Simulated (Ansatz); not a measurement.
## What a change does: single-point calculation on Na

System: Na (P6₃/mmc, 2 atoms in the cell).
Method of run A: Kohn-Sham DFT of a periodic cell, r2SCAN, Ansatz PAW, no spin polarisation (Ansatz 0.2.0).

The structure derives from an entry of the Crystallography Open Database. Text and figures count atoms from 1; the logs count them from 0 in places.

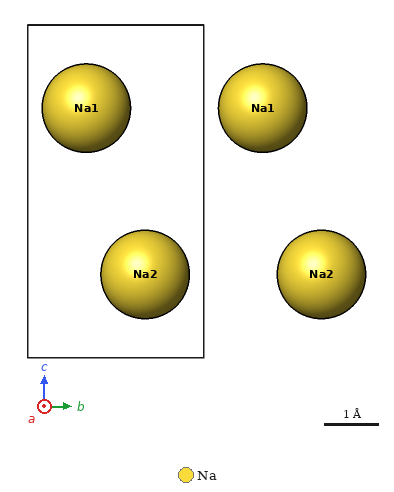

The structure (spheres-only view of the cell of the calculation, repeated 1 × 2 × 1, along the a axis; atoms are numbered from 1 in the order of the input). An atom can appear more than once, as a periodic image.

The input, run A:
```yaml
crystal:
  lattice:
    - [3.8408815021, 0.0, 0.0]
    - [-1.920440751, 3.3263009538, 0.0]
    - [0.0, 0.0, 6.2746973092]
  atoms:
    - { symbol: Na, position: [0.6666666667, 0.3333333333, 0.75] }
    - { symbol: Na, position: [0.3333333333, 0.6666666667, 0.25] }
hamiltonian:
  xc: r2scan
  pseudopotentials: { kind: paw }
kpoints:
  mp_grid: { grid: [8, 8, 5] }
scf:
  occupations: { method: fermi_dirac, width: 0.05 }
output:
  forces: true
  stress: true
  eigenvalues: true
```

Command:
```bash
ansatz run input.yaml --threads 2 --pin off --max-ram 5632MiB --backend cpu --events-out ev --progress --plain --runs-dir out
```

Hardware: 2 threads of Arm Neoverse V1, 112 GiB of memory available, shared host.

Output, shortened to warnings, some set-up lines, iterations and results (run A):
```
Basis set: ecut = 500 eV, 1985 PW (Γ), exchange–correlation on 120×120×192 points (64 copies of the dense FFT grid, shifted against one another)
Symmetry: 24 space group operations
k-points: 30 of 320
Initial density: superposition of atomic densities (neutral atoms: chi_scale 0, normalization atom), corrected by the library's trained network
[...]
SCF iter   1: F=—  HF=-2977.232812 eV  |F-HF|=—  |Δ(HF+E_count)|=         —  Δρ=6.95e-3  dr2=1.74e-2  dr2_τ=2.22e-4  ethr=1.77e-3  ⟨swp⟩=4.1  Hψ=1968  notcnv=0
SCF iter   2: F=—  HF=-2977.221607 eV  |F-HF|=—  |Δ(HF+E_count)|=   1.12e-2  Δρ=1.46e-3  dr2=9.04e-4  dr2_τ=4.46e-4  ethr=9.69e-5  ⟨swp⟩=2.0  Hψ=1019  notcnv=0  defer=1
SCF iter   3: F=—  HF=-2977.222251 eV  |F-HF|=—  |Δ(HF+E_count)|=   6.44e-4  Δρ=4.07e-4  dr2=7.02e-5  dr2_τ=1.61e-5  ethr=5.02e-6  ⟨swp⟩=2.0  Hψ=659  notcnv=0  defer=1
SCF iter   4: F=—  HF=-2977.222369 eV  |F-HF|=—  |Δ(HF+E_count)|=   1.18e-4  Δρ=1.16e-5  dr2=1.53e-7  dr2_τ=4.34e-9  ethr=3.90e-7  ⟨swp⟩=2.3  Hψ=663  notcnv=0  defer=1
SCF iter   5: F=-2977.222369 eV  HF=-2977.222369 eV  |F-HF|=4.53e-9  |Δ(HF+E_count)|=   7.68e-8  Δρ=2.70e-6  dr2=1.90e-9  dr2_τ=1.03e-9  ethr=8.50e-10  ⟨swp⟩=2.0  Hψ=606  …
SCF iter   6: F=-2977.222369 eV  HF=-2977.222369 eV  |F-HF|=1.86e-11  |Δ(HF+E_count)|=   5.21e-9  Δρ=1.77e-7  dr2=2.17e-11  dr2_τ=4.32e-12  ethr=1.06e-11  ⟨swp⟩=1.5  Hψ=1225  …
SCF 1 converged in 6 iterations: F = -2977.222369 eV  dr2 = 2.17e-11
SCF converged after 6 iterations
Free energy (F): -2977.222369 eV
Harris-Foulkes:  -2977.222369 eV  (|F-HF|=1.86e-11)
Internal energy: -2977.215986 eV  (E = F + TS)
E sigma→0 (E₀):  -2977.219178 eV
Entropy (-TS):   -0.006383 eV (-3.192 meV/atom)
Fermi energy:    1.395724 eV
--- Per-component energies (eV) ---
  E_band       = -510.814870
  E_kinetic    = 239.959831
  E_local      = -2936.490875  (includes V_loc(G=0)·N_el)
  E_nonlocal   = 231.716530
  E_hartree    = 1078.762224
  E_xc         = -71.263153
  E_vxc        = -107.317768  (∫ρ·V_xc dr)
  E_paw        = -535.517642  (= ΣΔE_a)
  E_vpaw       = -105.932754  (= ΣTr[D̂ρ^β])
  E_aug_tail   = -0.000001  (compensation charges beyond the density's cutoff)
  E_vtau       = 9.725697  (kinetic-family band-sum trace: ∫τ·v_τ [+ j·A + Jᵃ·Aᵃ] dr)
  E_ewald      = -984.330365
  E_core_change = -0.052535  (= ΣΔE_core)
  E_smearing   = -0.006383  (= −TS)
  E_closure    = -0.000000  (closes the sum)
  Σ components = -2977.222369   (vs F -2977.222369, Δ=0.00e0)
--- Forces (eV/Å), atoms counted from 1 ---
  atom   1  Na     0.00000000    -0.00000000     0.00000000
  atom   2  Na     0.00000000     0.00000000     0.00000000
  max |Σ_I F_I| component: 0.00e0 eV/Å
--- Stress (GPa, compression-positive) ---
       -0.328823       0.000000       0.000000
        0.000000      -0.328823       0.000000
        0.000000       0.000000      -0.558573
  P = ⅓ Tr σ = -0.4054 GPa (-4.054 kbar)
```

For run B the input was changed thus:
```diff
-  xc: r2scan
+  xc: lda
```

Predict how the results change.

The total energies belong to different methods, so their difference says nothing on which is more stable or more accurate. The pressure goes from −0.41 to −1.18 GPa. The functional changes from r2SCAN to LDA. The number of SCF iterations is the same. The default cutoff goes from 500 to 420 eV with the change. The plane waves at Γ go from 1985 to 1545.

Output, shortened to warnings, some set-up lines, iterations and results (run B):
```
Basis set: ecut = 420 eV, 1545 PW (Γ)
Symmetry: 24 space group operations
k-points: 30 of 320
Initial density: superposition of atomic densities (neutral atoms: chi_scale 0, normalization atom), corrected by the library's trained network
[...]
SCF iter   1: F=—  HF=-2933.166480 eV  |F-HF|=—  |Δ(HF+E_count)|=         —  Δρ=4.80e-3  dr2=7.60e-3  ethr=1.77e-3  ⟨swp⟩=4.4  Hψ=2002  notcnv=0
SCF iter   2: F=—  HF=-2933.159404 eV  |F-HF|=—  |Δ(HF+E_count)|=   7.08e-3  Δρ=7.67e-4  dr2=2.25e-4  ethr=4.22e-5  ⟨swp⟩=2.0  Hψ=1001  notcnv=0
SCF iter   3: F=—  HF=-2933.159370 eV  |F-HF|=—  |Δ(HF+E_count)|=   3.36e-5  Δρ=9.84e-5  dr2=1.32e-5  ethr=1.25e-6  ⟨swp⟩=2.0  Hψ=631  notcnv=0
SCF iter   4: F=—  HF=-2933.159382 eV  |F-HF|=—  |Δ(HF+E_count)|=   1.23e-5  Δρ=3.70e-5  dr2=4.46e-7  ethr=7.32e-8  ⟨swp⟩=2.7  Hψ=660  notcnv=0
SCF iter   5: F=-2933.159382 eV  HF=-2933.159382 eV  |F-HF|=5.43e-10  |Δ(HF+E_count)|=   3.67e-7  Δρ=8.08e-7  dr2=1.33e-10  ethr=2.48e-9  ⟨swp⟩=2.0  Hψ=629  notcnv=0
SCF iter   6: F=-2933.159382 eV  HF=-2933.159382 eV  |F-HF|=5.78e-11  |Δ(HF+E_count)|=  6.38e-10  Δρ=3.49e-7  dr2=3.96e-11  ethr=1.00e-12  ⟨swp⟩=1.2  Hψ=1229  notcnv=0
SCF 1 converged in 6 iterations: F = -2933.159382 eV  dr2 = 3.96e-11
SCF converged after 6 iterations
Free energy (F): -2933.159382 eV
Harris-Foulkes:  -2933.159382 eV  (|F-HF|=5.78e-11)
Internal energy: -2933.152410 eV  (E = F + TS)
E sigma→0 (E₀):  -2933.155896 eV
Entropy (-TS):   -0.006972 eV (-3.486 meV/atom)
Fermi energy:    1.208086 eV
--- Per-component energies (eV) ---
  E_band       = -490.486242
  E_kinetic    = 239.674248
  E_local      = -2930.769741  (includes V_loc(G=0)·N_el)
  E_nonlocal   = 233.099991
  E_hartree    = 1072.552952
  E_xc         = -74.290465
  E_vxc        = -96.661655  (∫ρ·V_xc dr)
  E_paw        = -489.370781  (= ΣΔE_a)
  E_vpaw       = -80.935272  (= ΣTr[D̂ρ^β])
  E_aug_tail   = -0.000029  (compensation charges beyond the density's cutoff)
  E_ewald      = -984.330365
  E_core_change = 0.281780  (= ΣΔE_core)
  E_smearing   = -0.006972  (= −TS)
  E_closure    = -0.000000  (closes the sum)
  Σ components = -2933.159382   (vs F -2933.159382, Δ=0.00e0)
--- Forces (eV/Å), atoms counted from 1 ---
  atom   1  Na    -0.00000000    -0.00000000     0.00000000
  atom   2  Na     0.00000000     0.00000000     0.00000000
  max |Σ_I F_I| component: 1.45e-19 eV/Å
--- Stress (GPa, compression-positive) ---
       -1.104622       0.000000       0.000000
        0.000000      -1.104622       0.000000
        0.000000       0.000000      -1.328214
  P = ⅓ Tr σ = -1.1792 GPa (-11.792 kbar)
```

The two runs side by side:

```csv
quantity,run A,run B
outcome,converged,converged
free energy per atom (eV),−1488.6112,−1466.5797
"energy per atom, smearing taken to zero (eV)",−1488.6096,−1466.5779
gap on the mesh (eV),0.00,0.00
pressure (GPa),−0.41,−1.18
largest force (eV/Å),0.000,0.000
SCF iterations,6,6
irreducible k-points,30,30
plane waves at Γ,1985,1545
wall time (shared host),3.9 s,0.92 s
```
